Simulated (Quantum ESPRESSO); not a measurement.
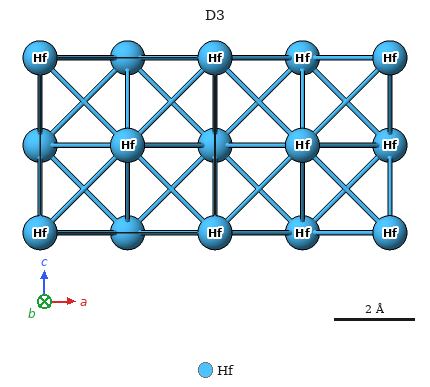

Crystalline Hf (set up in Fm-3m), relaxed (cell and atoms) with several dispersion corrections. The picture shows the result with D3. Style: ball-and-stick. Shown: the conventional cell (4 times the calculation's cell), repeated 2 × 1 × 1 with one cell outlined, along the b axis. Lengths and directions refer to the drawn axes.

Computed with Quantum ESPRESSO 7.5: PBEsol, GBRV 1.5 PBEsol. (plane-wave cutoff 612.3 eV; k-point mesh 10 × 10 × 10; occupations fermi-dirac; smearing width 0.05 eV; optimiser FIRE; no spin polarisation)

| dispersion correction | volume (Å³/atom) | a (Å) |
| --- | --- | --- |
| none | ? | ? |
| D3 | 21.023 | 4.381 |
| D4 | 21.364 | 4.405 |
| D3(BJ) | 20.910 | 4.373 |

One row is withheld. What does the calculation give there?

Answer. With none the volume is the largest of the series, above D4 (21.364). The calculation gives 21.547 Å³/atom (a = 4.417 Å). In order of volume: D3(BJ) < D3 < D4 < none; the spread is 3.0 %.

Each member starts from this one structure; whether another phase lies lower wasn't checked.
